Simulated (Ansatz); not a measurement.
## W: a changed input and its effect

System: W (Im-3m, 1 atom in the cell).
Method of run 1: Kohn-Sham DFT of a periodic cell, PBEsol with D3(BJ), Ansatz PAW, no spin polarisation (Ansatz 0.2.0).

The structure derives from an entry of the Crystallography Open Database. Text and figures count atoms from 1; the logs count them from 0 in places.

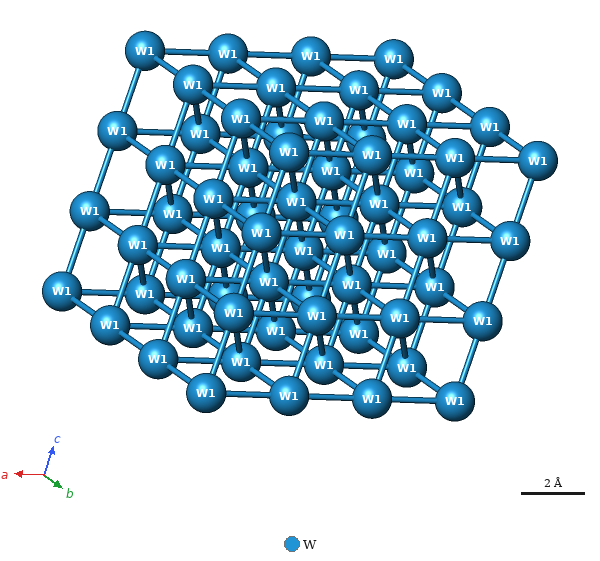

**Figure 1.** The structure as given in the input (ball-and-stick view of the cell of the calculation, repeated 3 × 3 × 3, seen at an oblique angle; atoms are numbered from 1 in the order of the input).

**Input file, run 1**
```yaml
crystal:
  lattice:
    - [-1.5928244114, 1.5928244114, 1.5928244114]
    - [1.5928244114, -1.5928244114, 1.5928244114]
    - [1.5928244114, 1.5928244114, -1.5928244114]
  atoms:
    - { symbol: W, position: [0.0, 0.0, 0.0] }
hamiltonian:
  xc: pbesol
  pseudopotentials: { kind: paw }
  dispersion: d3bj
kpoints:
  mp_grid: { grid: [12, 12, 12] }
scf:
  occupations: { method: fermi_dirac, width: 0.05 }
output:
  forces: true
  stress: true
  eigenvalues: true
  write_density: true
  write_potential: true
  elf: true
  volumetric_format: npy
```

Command:
```bash
ansatz run input.yaml --threads 2 --pin off --max-ram 5120MiB --backend cpu --events-out ev --progress --plain --runs-dir out
```

Hardware: 2 threads of Arm Neoverse V1, 24 GiB of memory available, shared host.

**Output, shortened to warnings, some set-up lines, iterations and results (run 1)**
```
Basis set: ecut = 420 eV, 321 PW (Γ), exchange–correlation on 40×40×40 points (8 copies of the dense FFT grid, shifted against one another)
Symmetry: 48 space group operations
k-points: 72 of 1728
Initial density: superposition of atomic densities (neutral atoms: chi_scale 0, normalization atom), corrected by the library's trained network
[...]
SCF iter   1: F=—  HF=-10257.283969 eV  |F-HF|=—  |Δ(HF+E_count)|=         —  Δρ=1.83e-3  dr2=1.09e-4  ethr=1.77e-3  ⟨swp⟩=5.0  Hψ=4211  notcnv=0
SCF iter   2: F=—  HF=-10257.283787 eV  |F-HF|=—  |Δ(HF+E_count)|=   1.82e-4  Δρ=9.61e-4  dr2=2.98e-5  ethr=7.81e-7  ⟨swp⟩=2.1  Hψ=1820  notcnv=0
SCF iter   3: F=—  HF=-10257.283815 eV  |F-HF|=—  |Δ(HF+E_count)|=   2.74e-5  Δρ=3.17e-4  dr2=3.27e-6  ethr=2.13e-7  ⟨swp⟩=3.0  Hψ=1301  notcnv=0
SCF iter   4: F=—  HF=-10257.283818 eV  |F-HF|=—  |Δ(HF+E_count)|=   3.74e-6  Δρ=4.88e-5  dr2=2.76e-7  ethr=2.34e-8  ⟨swp⟩=2.0  Hψ=1004  notcnv=0
SCF iter   5: F=-10257.283818 eV  HF=-10257.283818 eV  |F-HF|=1.80e-8  |Δ(HF+E_count)|=   1.21e-7  Δρ=1.37e-5  dr2=2.15e-8  ethr=1.97e-9  ⟨swp⟩=2.9  Hψ=1309  notcnv=0
SCF iter   6: F=-10257.283818 eV  HF=-10257.283818 eV  |F-HF|=1.47e-9  |Δ(HF+E_count)|=   9.35e-9  Δρ=3.92e-6  dr2=1.74e-9  ethr=1.53e-10  ⟨swp⟩=5.2  Hψ=4107  notcnv=0
SCF 1 converged in 6 iterations: F = -10257.283818 eV  dr2 = 1.74e-9
SCF converged after 6 iterations
Free energy (F): -10257.283818 eV
Harris-Foulkes:  -10257.283818 eV  (|F-HF|=1.47e-9)
Internal energy: -10257.279133 eV  (E = F + TS)
E sigma→0 (E₀):  -10257.281476 eV
Entropy (-TS):   -0.004685 eV (-4.685 meV/atom)
Fermi energy:    21.855606 eV
--- Per-component energies (eV) ---
  E_band       = -90.366465
  E_kinetic    = 449.197307
  E_local      = -614.572482  (includes V_loc(G=0)·N_el)
  E_nonlocal   = 2.836589
  E_hartree    = 218.681730
  E_xc         = -264.891759
  E_vxc        = -238.202905  (∫ρ·V_xc dr)
  E_paw        = -8435.930606  (= ΣΔE_a)
  E_vpaw       = -126.989520  (= ΣTr[D̂ρ^β])
  E_aug_tail   = -0.000067  (compensation charges beyond the density's cutoff)
  E_ewald      = -1612.092259
  E_disp       = -0.729378  (pairwise vdW)
  E_core_change = 0.221792  (= ΣΔE_core)
  E_smearing   = -0.004685  (= −TS)
  E_closure    = 0.000000  (closes the sum)
  Σ components = -10257.283818   (vs F -10257.283818, Δ=0.00e0)
--- Forces (eV/Å), atoms counted from 1 ---
  atom   1  W      0.00000000    -0.00000000     0.00000000
  max |Σ_I F_I| component: 2.57e-32 eV/Å
--- Stress (GPa, compression-positive) ---
      -16.099468      -0.000000      -0.000000
       -0.000000     -16.099468       0.000000
       -0.000000      -0.000000     -16.099468
  P = ⅓ Tr σ = -16.0995 GPa (-160.995 kbar)
```

For run 2 the input was changed thus:
```diff
-  xc: pbesol
+  xc: revpbe
-  write_density: true
-  write_potential: true
-  elf: true
-  volumetric_format: npy
```

How does run 2 compare with run 1?

The total energies belong to different methods, so their difference says nothing on which is more stable or more accurate. The pressure goes from −16.10 to −10.19 GPa. The functional changes from PBEsol to revPBE. Along LDA, PBEsol, PBE and RPBE the binding weakens and the preferred volume grows, so the same cell is under more pressure with the later ones. The number of SCF iterations is the same.

**Output, shortened to warnings, some set-up lines, iterations and results (run 2)**
```
Basis set: ecut = 420 eV, 321 PW (Γ), exchange–correlation on 40×40×40 points (8 copies of the dense FFT grid, shifted against one another)
Symmetry: 48 space group operations
k-points: 72 of 1728
Initial density: superposition of atomic densities (neutral atoms: chi_scale 0, normalization atom), corrected by the library's trained network
[...]
SCF iter   1: F=—  HF=-10395.113532 eV  |F-HF|=—  |Δ(HF+E_count)|=         —  Δρ=2.17e-3  dr2=2.22e-4  ethr=1.77e-3  ⟨swp⟩=5.0  Hψ=4204  notcnv=0
SCF iter   2: F=—  HF=-10395.113332 eV  |F-HF|=—  |Δ(HF+E_count)|=   2.00e-4  Δρ=1.15e-3  dr2=6.25e-5  ethr=1.58e-6  ⟨swp⟩=2.6  Hψ=1736  notcnv=0
SCF iter   3: F=—  HF=-10395.113355 eV  |F-HF|=—  |Δ(HF+E_count)|=   2.29e-5  Δρ=2.72e-4  dr2=9.57e-6  ethr=4.47e-7  ⟨swp⟩=2.1  Hψ=1217  notcnv=0
SCF iter   4: F=—  HF=-10395.113351 eV  |F-HF|=—  |Δ(HF+E_count)|=   3.30e-6  Δρ=1.47e-4  dr2=2.63e-6  ethr=6.84e-8  ⟨swp⟩=2.0  Hψ=1151  notcnv=0
SCF iter   5: F=-10395.113350 eV  HF=-10395.113350 eV  |F-HF|=5.02e-8  |Δ(HF+E_count)|=   1.24e-6  Δρ=2.57e-5  dr2=7.29e-8  ethr=1.88e-8  ⟨swp⟩=2.0  Hψ=1225  notcnv=0
SCF iter   6: F=-10395.113350 eV  HF=-10395.113350 eV  |F-HF|=5.54e-9  |Δ(HF+E_count)|=   2.20e-8  Δρ=7.70e-6  dr2=7.06e-9  ethr=5.21e-10  ⟨swp⟩=2.1  Hψ=2849  notcnv=0
SCF 1 converged in 6 iterations: F = -10395.113350 eV  dr2 = 7.06e-9
SCF converged after 6 iterations
Free energy (F): -10395.113350 eV
Harris-Foulkes:  -10395.113350 eV  (|F-HF|=5.54e-9)
Internal energy: -10395.109013 eV  (E = F + TS)
E sigma→0 (E₀):  -10395.111182 eV
Entropy (-TS):   -0.004337 eV (-4.337 meV/atom)
Fermi energy:    22.082850 eV
--- Per-component energies (eV) ---
  E_band       = -87.475033
  E_kinetic    = 449.459444
  E_local      = -611.396494  (includes V_loc(G=0)·N_el)
  E_nonlocal   = -0.390912
  E_hartree    = 218.821789
  E_xc         = -267.056255
  E_vxc        = -238.534247  (∫ρ·V_xc dr)
  E_paw        = -8571.216359  (= ΣΔE_a)
  E_vpaw       = -124.253980  (= ΣTr[D̂ρ^β])
  E_aug_tail   = -0.000064  (compensation charges beyond the density's cutoff)
  E_ewald      = -1612.092259
  E_disp       = -1.225400  (pairwise vdW)
  E_core_change = -0.012503  (= ΣΔE_core)
  E_smearing   = -0.004337  (= −TS)
  E_closure    = -0.000000  (closes the sum)
  Σ components = -10395.113350   (vs F -10395.113350, Δ=0.00e0)
--- Forces (eV/Å), atoms counted from 1 ---
  atom   1  W     -0.00000000     0.00000000    -0.00000000
  max |Σ_I F_I| component: 1.56e-31 eV/Å
--- Stress (GPa, compression-positive) ---
      -10.187947       0.000000      -0.000000
       -0.000000     -10.187947       0.000000
       -0.000000       0.000000     -10.187947
  P = ⅓ Tr σ = -10.1879 GPa (-101.879 kbar)
```

**The two runs side by side**

| quantity | run 1 | run 2 |
| --- | --- | --- |
| outcome | converged | converged |
| free energy per atom (eV) | −10257.2838 | −10395.1134 |
| energy per atom, smearing taken to zero (eV) | −10257.2815 | −10395.1112 |
| gap on the mesh (eV) | 0.00 | 0.00 |
| pressure (GPa) | −16.10 | −10.19 |
| largest force (eV/Å) | 0.000 | 0.000 |
| SCF iterations | 6 | 6 |
| irreducible k-points | 72 | 72 |
| plane waves at Γ | 321 | 321 |
| wall time (shared host) | 0.82 s | 0.65 s |

For both runs: Spin–orbit coupling is left out, which matters for W. For run 1: The cell is under a tension of 16.1 GPa at this level, so it is not at its equilibrium volume. For run 2: Points of doubt noted for this run: forces on files of another functional. The cell is under a tension of 10.2 GPa at this level, so it is not at its equilibrium volume.
